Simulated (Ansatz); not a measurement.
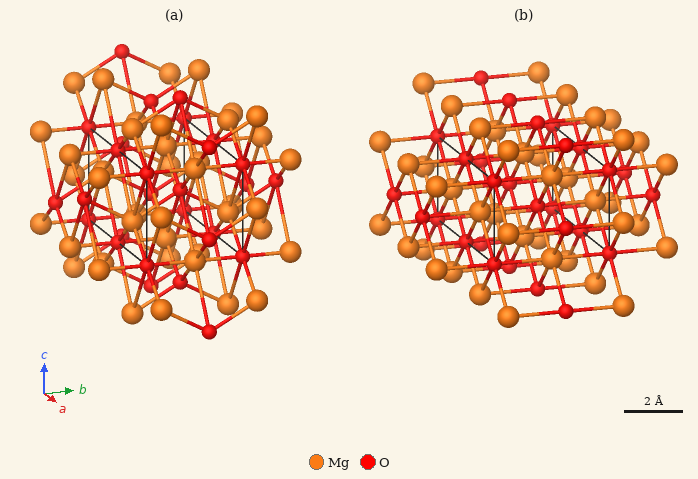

The structure of a crystal of MgO (a generated structure, set up in Pmma) (coarse preliminary run) before (left) and after (right) a relaxation, at one scale.

Style: ball-and-stick. Shown: the cell of the calculation, slightly off an axis.

All numbers below come from DFT PBE, scalar-relativistic, plane waves, PAW (Ansatz 0.2.0).

Input file:
```yaml
crystal:
  lattice:
    - [6.20019822, 0.0, 0.0]
    - [0.0, 3.53031186, 0.0]
    - [0.0, 0.0, 3.34272677]
  atoms:
    - { symbol: Mg, position: [0.75, 0.0, 0.35540738] }
    - { symbol: Mg, position: [0.0, 0.5, 0.0] }
    - { symbol: Mg, position: [0.25, 0.0, 0.64459262] }
    - { symbol: Mg, position: [0.5, 0.5, 0.0] }
    - { symbol: O, position: [0.75, 0.5, 0.64459262] }
    - { symbol: O, position: [0.0, 0.0, 0.0] }
    - { symbol: O, position: [0.25, 0.5, 0.35540738] }
    - { symbol: O, position: [0.5, 0.0, 0.0] }
basis:
  ecutwfc: 420
kpoints:
  mp_grid: { grid: [4, 6, 6] }
hamiltonian:
  xc: pbe
scf:
  occupations: { method: gaussian, width: 0.1 }
  lower_state_search: "off"
output:
  forces: true
  stress: true
  eigenvalues: true
relax:
  adjacent_minimum: "off"
  f_tol: 0.04
  max_steps: 70
  cell: { stress_tol: 0.4 }
```

Run as
```bash
ansatz run input.yaml --threads 1 --pin off --max-ram 2560MiB --backend cpu --events-out ev --progress --plain --runs-dir out
```

**What changed between the two?**

After 7 accepted moves (9 points after the start) the energy has fallen by 651 meV per atom. Largest force component: 3 eV/Å at the start, 0.00021 eV/Å at the end. Pressure: 37.30 GPa at the start and 0.07 GPa at the end. The SCF was repeated twice at an unchanged geometry on a basis and grid sized afresh for the cell, which shifted the energy by 22.4 meV per atom at most. The largest moves relative to the cell, 0.44 Å, are those of Mg1, Mg3, O5 and O7. O7 goes along +c. Largest moves by element: O 0.44 Å, Mg 0.44 Å. Cell: a 6.200 → 6.018 Å (−2.9 %), b 3.530 → 4.248 Å (+20.3 %), c 3.343 → 3.010 Å (−10.0 %). Volume +5.2 %. Among the contacts that change: Mg1–O6 2.654 → 2.128 Å, Mg1–Mg2 2.632 → 3.007 Å, Mg2–O6 1.765 → 2.124 Å, Mg1–O6 (another image) 1.953 → 2.128 Å. Bond angles that change, for instance: O5–Mg1–O5 122.6° → 180.0°, Mg1–O5–Mg1 122.6° → 180.0°, O5–Mg1–O6 107.0° → 90.0°. The space group (tolerance 0.01 Å) goes from Pmma (No. 51) to I4/mmm (No. 139).
